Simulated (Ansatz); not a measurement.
**Run report: W, geometry relaxation**

System: W (1 atom in the cell).
Method: DFT PBEsol, scalar-relativistic, plane waves, PAW, no spin polarisation (Ansatz 0.2.0).

The structure derives from an entry of the Crystallography Open Database. Figures and captions count atoms from 1; the log counts them from 0 in places.

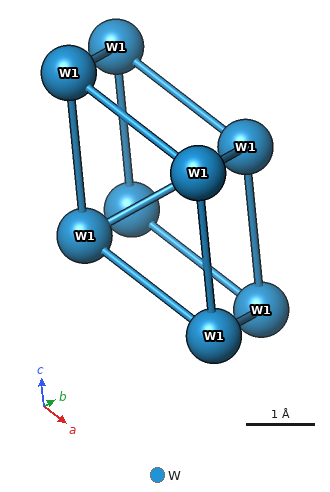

*The input geometry (ball-and-stick view of the cell of the calculation, seen slightly off an axis; atoms are numbered from 1 in the order of the input). An atom can appear more than once, as a periodic image.*

Near neighbours in the periodic cell (some may lie outside the picture): W has 8 W at 2.73 Å.

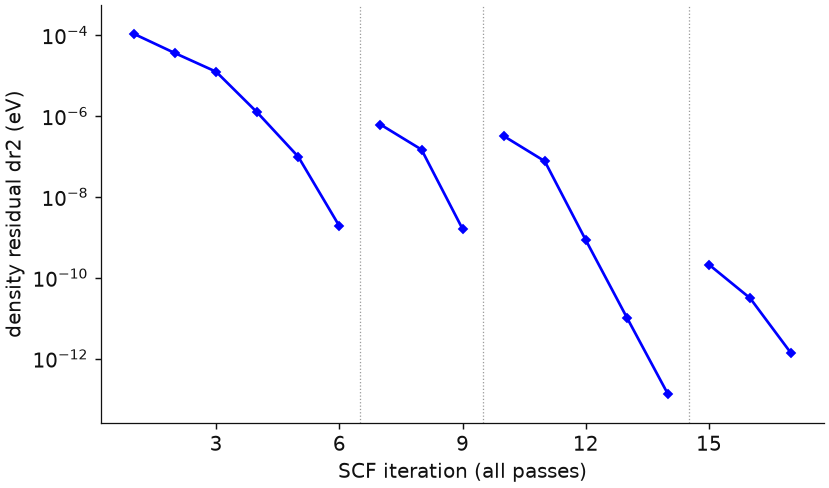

*Convergence of the self-consistent field: density residual dr2 against the SCF iteration. The dotted lines part the SCF passes of the relaxation: geometry steps, rejected trials and re-solves on a re-selected basis.*

The passes take 6, 3, 5 and 3 iterations.

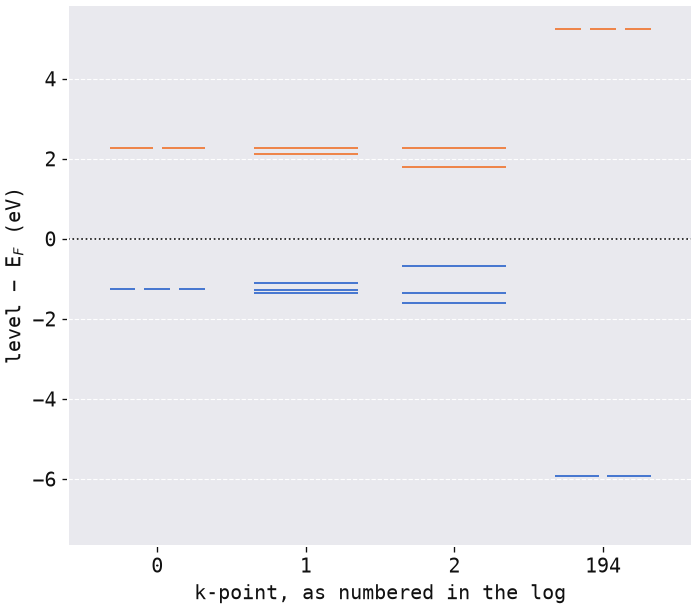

*Kohn–Sham levels near the Fermi level (dotted) at the few k-points that the log prints; levels within 0.02 eV of each other stand side by side.*

The system is metallic on the full mesh.

The input that produced these results follows, with the program's output.

## Input file
```yaml
crystal:
  lattice:
    - [-1.577690112, 1.577690112, 1.577690112]
    - [1.577690112, -1.577690112, 1.577690112]
    - [1.577690112, 1.577690112, -1.577690112]
  atoms:
    - { symbol: W, position: [0.0, 0.0, 0.0] }
basis:
  ecutwfc: 420
kpoints:
  mp_grid: { grid: [18, 18, 18] }
hamiltonian:
  xc: pbesol
scf:
  occupations: { method: gaussian, width: 0.1 }
output:
  forces: true
  stress: true
  eigenvalues: true
relax:
  adjacent_minimum: "off"
  f_tol: 0.005
  max_steps: 80
  cell: { stress_tol: 0.05 }
```

Launch command:
```bash
ansatz run input.yaml --threads 2 --pin off --max-ram 5120MiB --backend cpu --events-out ev --progress --plain --runs-dir out
```

## Log
```
Engine: ansatz 0.2.0, x86_64-unknown-linux-gnu
Pseudopotentials: kind: paw
Pseudopotential: W, paw, valence charge 14, recommended cutoff 420 eV (normal), W.paw.azcp
Functional definition: PBEsol
  exchange = pbesol_x
  correlation = pbesol_c
Crystal: 1 atoms, lattice volume = 15.708 Å³
Basis set: ecut = 420 eV, 321 PW (Γ), exchange–correlation on 40×40×40 points (8 copies of the dense FFT grid, shifted against one another)
Bands: 11, of which v1, the nominal top of the filled ones, is band 7 counted from 1 (6 counted from 0)
Symmetry: 48 space group operations
Space group: Im-3m (ITA 229), of the structure as read, at distance tolerance 2.5e-5 Å
k-points: 195 of 5832
Non-local potential: W, projectors of the file, l = 0: 3, l = 1: 2, l = 2: 2, l = 3: 1
PAW form: soft (Blöchl's): semilocal exchange-correlation on the pseudo side does not see the compensation charge
PAW frozen core: W, regenerated for the run's functional, and the local potential with it (the file was generated under x = pbe(κ = 0.804, μ = 0.2195149727645171), c = pbe(β = 0.06672455060314922))
PAW one-centre angular grid: W, 590 points (default); XC on 64 Gauss nodes
Initial density: superposition of atomic densities (neutral atoms: chi_scale 0, normalization atom), corrected by the library's trained network
Initial wavefunctions: pseudopotential atomic-orbital guess
Functional: x = pbesol(κ = 0.804, μ = 0.12345679012345678), c = pbesol(β = 0.046)
SCF iter   1: F=—  HF=-10256.562725 eV  |F-HF|=—  |Δ(HF+E_count)|=         —  Δρ=1.90e-3  dr2=1.08e-4  ethr=1.77e-3  ⟨swp⟩=5.0  Hψ=11261  notcnv=0
preconditioner: auto → none  [metal: Δε(μ)=0.015 eV  Ē_g=9.143 eV  σ=0.100 eV  W_gap=0.08  n_scr=0 (ndim 8)  ℏωp=22.9 eV  f_vac=0.000  D(μ)=0.69/eV (n_scr^D=0)]
SCF iter   2: F=—  HF=-10256.562537 eV  |F-HF|=—  |Δ(HF+E_count)|=   1.88e-4  Δρ=1.02e-3  dr2=3.60e-5  ethr=7.70e-7  ⟨swp⟩=2.1  Hψ=4858  notcnv=0
SCF iter   3: F=—  HF=-10256.562579 eV  |F-HF|=—  |Δ(HF+E_count)|=   4.21e-5  Δρ=3.01e-4  dr2=1.25e-5  ethr=2.57e-7  ⟨swp⟩=2.0  Hψ=3311  notcnv=0
SCF iter   4: F=—  HF=-10256.562574 eV  |F-HF|=—  |Δ(HF+E_count)|=   5.46e-6  Δρ=9.74e-5  dr2=1.23e-6  ethr=8.92e-8  ⟨swp⟩=2.9  Hψ=3386  notcnv=0
iter 5 did not close the SCF: its close was put off for the readings that it lacked (scf_convergence_deferred on its scf_iter line)
SCF iter   5: F=-10256.562573 eV  HF=-10256.562573 eV  |F-HF|=8.31e-8  |Δ(HF+E_count)|=   5.55e-7  Δρ=2.93e-5  dr2=9.83e-8  ethr=8.76e-9  ⟨swp⟩=3.0  Hψ=3522  notcnv=0
SCF iter   6: F=-10256.562573 eV  HF=-10256.562573 eV  |F-HF|=1.59e-9  |Δ(HF+E_count)|=   4.73e-8  Δρ=4.10e-6  dr2=1.89e-9  ethr=7.02e-10  ⟨swp⟩=2.8  Hψ=7815  notcnv=0
SCF 1 converged in 6 iterations: F = -10256.562573 eV  dr2 = 1.89e-9
  greatest PAW one-centre occupation: 1.000 electrons in one spin orbital (limit 2), on the W atom at site 0 (counted from 0), in its partial waves of l = 0
relax step   1: F+E_penalty+E_count = -10256.56257313 eV  Δ(F+E_penalty+E_count) = +0.000e0 eV  max|allowed force component| = 0.000e0 eV/Å  Δτ_max = 0.0000 Å  P = -0.317 GPa  Ω = 15.708 Å³  (6 SCF iters, dr2 threshold 1.00e-7 eV, accepted)
Crystal: 1 atoms, lattice volume = 15.652 Å³
Initial density: handed on by an earlier stage of this run
Initial wavefunctions: those handed on with the density
iter 1 solved again at ethr=1.36e-8 eV; its pass at ethr=3.10e-3 eV (dr2=1.91e-6 eV) is discarded
SCF iter   1: F=—  HF=-10256.562499 eV  |F-HF|=—  |Δ(HF+E_count)|=         —  Δρ=1.28e-4  dr2=6.18e-7  ethr=1.36e-8  ⟨swp⟩=2.2  Hψ=14300  notcnv=0
preconditioner: auto → none  [metal: Δε(μ)=0.015 eV  Ē_g=9.177 eV  σ=0.100 eV  W_gap=0.09  n_scr=0 (ndim 8)  ℏωp=23.0 eV  f_vac=0.000  D(μ)=0.68/eV (n_scr^D=0)]
SCF iter   2: F=—  HF=-10256.562499 eV  |F-HF|=—  |Δ(HF+E_count)|=   1.56e-7  Δρ=6.41e-5  dr2=1.48e-7  ethr=4.41e-9  ⟨swp⟩=1.1  Hψ=2160  notcnv=0
SCF iter   3: F=-10256.562499 eV  HF=-10256.562499 eV  |F-HF|=8.59e-10  |Δ(HF+E_count)|=   1.87e-7  Δρ=4.10e-6  dr2=1.60e-9  ethr=7.14e-10  ⟨swp⟩=4.2  Hψ=6707  notcnv=0
SCF 2 converged in 3 iterations: F = -10256.562499 eV  dr2 = 1.60e-9
relax step   2: F+E_penalty+E_count = -10256.56249916 eV  Δ(F+E_penalty+E_count) = +7.397e-5 eV  max|allowed force component| = 0.000e0 eV/Å  Δτ_max = 0.0000 Å  P = +0.865 GPa  Ω = 15.652 Å³  energy of the carried Pulay correction = +2.215e-5 eV  (3 SCF iters, dr2 threshold 1.00e-7 eV, rejected (line search))
Crystal: 1 atoms, lattice volume = 15.693 Å³
iter 1 solved again at ethr=7.49e-9 eV; its pass at ethr=3.10e-3 eV (dr2=1.05e-6 eV) is discarded
SCF iter   1: F=—  HF=-10256.562595 eV  |F-HF|=—  |Δ(HF+E_count)|=         —  Δρ=9.13e-5  dr2=3.21e-7  ethr=7.49e-9  ⟨swp⟩=2.2  Hψ=14290  notcnv=0
preconditioner: auto → none  [metal: Δε(μ)=0.015 eV  Ē_g=9.152 eV  σ=0.100 eV  W_gap=0.08  n_scr=0 (ndim 8)  ℏωp=23.0 eV  f_vac=0.000  D(μ)=0.69/eV (n_scr^D=0)]
SCF iter   2: F=—  HF=-10256.562594 eV  |F-HF|=—  |Δ(HF+E_count)|=   4.52e-7  Δρ=4.56e-5  dr2=7.64e-8  ethr=2.29e-9  ⟨swp⟩=1.1  Hψ=2159  notcnv=0
SCF iter   3: F=—  HF=-10256.562594 eV  |F-HF|=—  |Δ(HF+E_count)|=   9.44e-8  Δρ=2.99e-6  dr2=8.48e-10  ethr=5.46e-10  ⟨swp⟩=2.0  Hψ=2340  notcnv=0
SCF iter   4: F=—  HF=-10256.562594 eV  |F-HF|=—  |Δ(HF+E_count)|=  2.60e-10  Δρ=5.00e-7  dr2=1.03e-11  ethr=1.00e-12  ⟨swp⟩=4.9  Hψ=10480  notcnv=0
SCF iter   5: F=-10256.562594 eV  HF=-10256.562594 eV  |F-HF|=3.64e-12  |Δ(HF+E_count)|=  3.64e-12  Δρ=5.81e-8  dr2=1.31e-13  ethr=1.00e-12  ⟨swp⟩=4.7  Hψ=7366  notcnv=0
SCF 3 converged in 5 iterations: F = -10256.562594 eV  dr2 = 1.31e-13
relax step   3: F+E_penalty+E_count = -10256.56259426 eV  Δ(F+E_penalty+E_count) = -2.113e-5 eV  max|allowed force component| = 0.000e0 eV/Å  Δτ_max = 0.0000 Å  P = -0.001 GPa  Ω = 15.693 Å³  energy of the carried Pulay correction = +5.951e-6 eV  (5 SCF iters, accepted)
Initial wavefunctions: pseudopotential atomic-orbital guess (no wavefunctions were taken with the density)
iter 1 solved again at ethr=4.60e-8 eV; its pass at ethr=3.10e-3 eV (dr2=6.44e-6 eV) is discarded
SCF iter   1: F=—  HF=-10256.562588 eV  |F-HF|=—  |Δ(HF+E_count)|=         —  Δρ=2.95e-6  dr2=2.10e-10  ethr=4.60e-8  ⟨swp⟩=3.0  Hψ=17419  notcnv=0
eigensolver tolerance schedule: the retry pair's looser diagonalisation over-reported the residual by 30732.70 of it (diagonalisation noise at 0.84 of the residual, at the tolerance the schedule requests for it); recorded, not acted on — ethr = c·dr2/N_el stays at c = 1.0e-1
SCF iter   2: F=—  HF=-10256.562587 eV  |F-HF|=—  |Δ(HF+E_count)|=   1.77e-7  Δρ=1.27e-6  dr2=3.11e-11  ethr=1.50e-12  ⟨swp⟩=3.2  Hψ=4299  notcnv=0
SCF iter   3: F=-10256.562587 eV  HF=-10256.562587 eV  |F-HF|=3.64e-12  |Δ(HF+E_count)|=  1.46e-11  Δρ=2.65e-7  dr2=1.34e-12  ethr=1.00e-12  ⟨swp⟩=6.0  Hψ=9793  notcnv=0
SCF 4 converged in 3 iterations: F = -10256.562587 eV  dr2 = 1.34e-12
relax step   4: F+E_penalty+E_count = -10256.56258739 eV  Δ(F+E_penalty+E_count) = +6.873e-6 eV  max|allowed force component| = 0.000e0 eV/Å  Δτ_max = 0.0000 Å  P = -0.001 GPa  Ω = 15.693 Å³  stress off target by 1.47e-3 GPa  SCF on the basis re-selected at this cell (its energy is not comparable with the rows above)  (3 SCF iters)
basis re-selected at this cell: Δ(F+E_penalty+E_count) = +6.873e-6 eV, ΔP = +0.000 GPa vs the last step (what re-selecting the basis moved, of the pressure what is left beyond the Pulay correction that the steps carried, after the strain that the cell walked since its last selection, with what the two solves' SCF thresholds leave and, on support functions, any second-order correction that the steps lacked; it is no measure of the basis error at this ecutwfc). This SCF's stress stands 1.47e-3 GPa from its target on what of the cell is left free (relax.cell.stress_tol is 5.00e-2 GPa) and its largest allowed force component is 0.00e0 eV/Å (relax.f_tol is 5.00e-3 eV/Å): within both
SCF converged after 3 iterations
Free energy (F): -10256.562587 eV
Harris-Foulkes:  -10256.562587 eV  (|F-HF|=3.64e-12)
Internal energy: -10256.559161 eV  (E = F + TS)
E sigma→0 (E₀):  -10256.560874 eV
Entropy (-TS):   -0.003426 eV (-3.426 meV/atom)
Fermi energy:    22.699804 eV
--- Per-component energies (eV) ---
  E_band       = -80.046963
  E_kinetic    = 450.740368
  E_local      = -594.156506  (includes V_loc(G=0)·N_el)
  E_nonlocal   = 3.032990
  E_hartree    = 213.197313
  E_xc         = -265.432257
  E_vxc        = -238.907544  (∫ρ·V_xc dr)
  E_paw        = -8436.079973  (= ΣΔE_a)
  E_vpaw       = -127.150842  (= ΣTr[D̂ρ^β])
  E_aug_tail   = -0.000058  (compensation charges beyond the density's cutoff)
  E_ewald      = -1628.082831
  E_core_change = 0.221792  (= ΣΔE_core)
  E_smearing   = -0.003426  (= −TS)
  E_closure    = 0.000000  (closes the sum)
  Σ components = -10256.562587   (vs F -10256.562587, Δ=0.00e0)
--- Forces (eV/Å), atoms counted from 1 ---
  atom   1  W      0.00000000    -0.00000000     0.00000000
  max |Σ_I F_I| component: 4.93e-32 eV/Å
--- Stress (GPa, compression-positive) ---
       -0.001474      -0.000000       0.000000
       -0.000000      -0.001474       0.000000
        0.000000       0.000000      -0.001474
  P = ⅓ Tr σ = -0.0015 GPa (-0.015 kbar)
--- Band table (eV; the first three rows and the last of 195) ---
  k-point 0: bands = ["-51.3599", "-14.9348", "-14.9348", "-14.9348", "13.0098", "21.4472", "21.4472", "21.4472", "24.9558", "24.9558", "37.2527"]
  k-point 1: bands = ["-51.3557", "-14.9787", "-14.9485", "-14.9351", "13.1620", "21.3546", "21.4274", "21.5945", "24.8055", "24.9572", "37.3829"]
  k-point 2: bands = ["-51.3435", "-15.1037", "-14.9875", "-14.9357", "13.6012", "21.0986", "21.3400", "22.0315", "24.4846", "24.9687", "37.7114"]
  k-point 194: bands = ["-51.1130", "-15.8717", "-15.8717", "-15.8717", "16.7717", "16.7717", "27.9504", "27.9504", "27.9504", "31.0381", "31.0381"]
--- Relaxed structure (3 steps of the walk, 2 accepted, 1 SCFs on fresh bases) ---
  F+E_penalty+E_count = -10256.56258739 eV   max|allowed force component| = 0.000e0 eV/Å   (the final SCF, on the basis selected at the relaxed cell)
  cell:  # Å, volume = 15.6929 Å³
    - [-1.5771801375906638, 1.5771801375906638, 1.5771801375906638]
    - [1.5771801375906638, -1.5771801375906638, 1.5771801375906638]
    - [1.5771801375906638, 1.5771801375906638, -1.5771801375906638]
  atoms:
    - { symbol: W, position: [0.0, 0.0, 0.0] }
```

## Trajectory as extended XYZ (Å, eV, eV/Å), 4 frames, from step=1 to step=4
```
1
Lattice="-1.5777 1.5777 1.5777 1.5777 -1.5777 1.5777 1.5777 1.5777 -1.5777" Properties=species:S:1:pos:R:3:forces:R:3 step=1 energy=-10256.56257 pressure_GPa=-0.32
W     0.0000    0.0000    0.0000    0.0000   0.0000   0.0000
1
Lattice="-1.5758 1.5758 1.5758 1.5758 -1.5758 1.5758 1.5758 1.5758 -1.5758" Properties=species:S:1:pos:R:3:forces:R:3 step=2 energy=-10256.56250 pressure_GPa=0.87 accepted=F
W     0.0000    0.0000    0.0000    0.0000   0.0000   0.0000
1
Lattice="-1.5772 1.5772 1.5772 1.5772 -1.5772 1.5772 1.5772 1.5772 -1.5772" Properties=species:S:1:pos:R:3:forces:R:3 step=3 energy=-10256.56259 pressure_GPa=-0.00
W     0.0000    0.0000    0.0000    0.0000   0.0000   0.0000
1
Lattice="-1.5772 1.5772 1.5772 1.5772 -1.5772 1.5772 1.5772 1.5772 -1.5772" Properties=species:S:1:pos:R:3:forces:R:3 step=4 energy=-10256.56259 pressure_GPa=-0.00
W     0.0000    0.0000    0.0000    0.0000   0.0000   0.0000
```

## Key numbers

```tsv
quantity	value
outcome	converged
space group (tolerance 0.01 Å)	Im-3m (229)
electrons treated	14
free energy	−10256.5626 eV
Fermi energy	22.700 eV
gap on the k-point mesh	none (metallic)
pressure	0.00 GPa
final volume	15.69 Å³
largest force (length of the vector) at the end	under 0.001 eV/Å
final cell	a = 2.732 Å, b = 2.732 Å, c = 2.732 Å, α = 109.47°, β = 109.47°, γ = 109.47°
hardware	2 threads of AMD EPYC (Zen 3), 32 GiB of memory available, shared host
wall time	3.9 s (CPU time 7.2 s)
peak memory	0.38 GiB
```

## Remarks

Spin–orbit coupling is left out, which matters for W.
